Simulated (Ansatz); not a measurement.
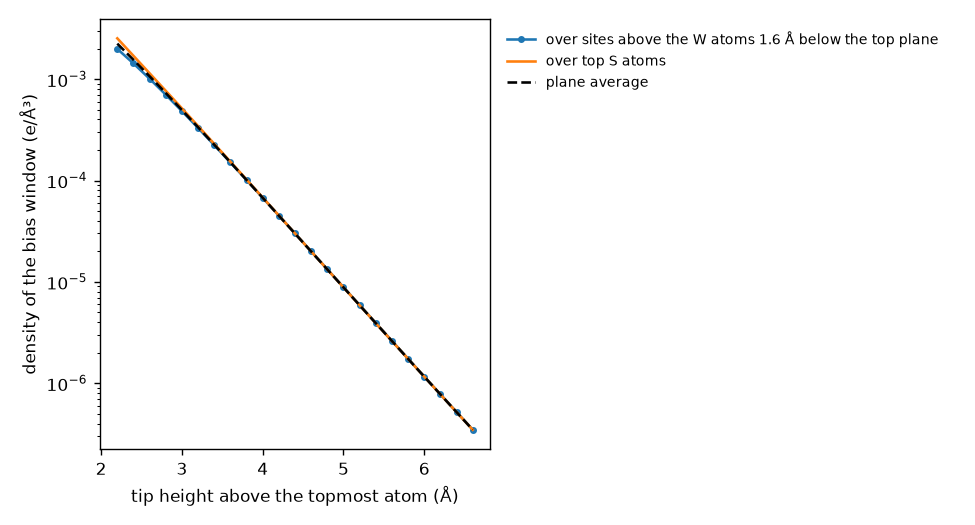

Approach curves over monolayer WS2 at a sample bias of +2.15 V.

Images follow the Tersoff–Hamann model: the current is the local density of the sample's states between the Fermi level and the bias, at the tip's centre. Zero bias is put in the middle of the gap by convention. Bias windows are sharp sums over the levels of the k mesh.

These are results of Ansatz 0.2.0, DFT PBE+D3(BJ), scalar-relativistic, plane waves, PAW, not measurements. Cutoff 420 eV, 39 × 39 k-points, Gaussian smearing 0.05 eV, dipole correction. No spin polarisation. Spin–orbit coupling is left out; with W it can shift levels and gaps.

**How fast does the current decay, and what apparent barrier height does that imply?**

Near 4 Å the plane average falls as exp(−2.02 z/Å), a factor of 7.6 per ångström, which gives an apparent barrier of 3.9 eV (0.952 eV Å² times the slope squared). The vacuum level lies 4.73 eV above zero bias. The upper edge of the window lies 2.58 eV under it. The apparent barrier is well above 2.58 eV. At 4 Å the 0.60 eV of states nearest the upper edge carry 52 % of the density.
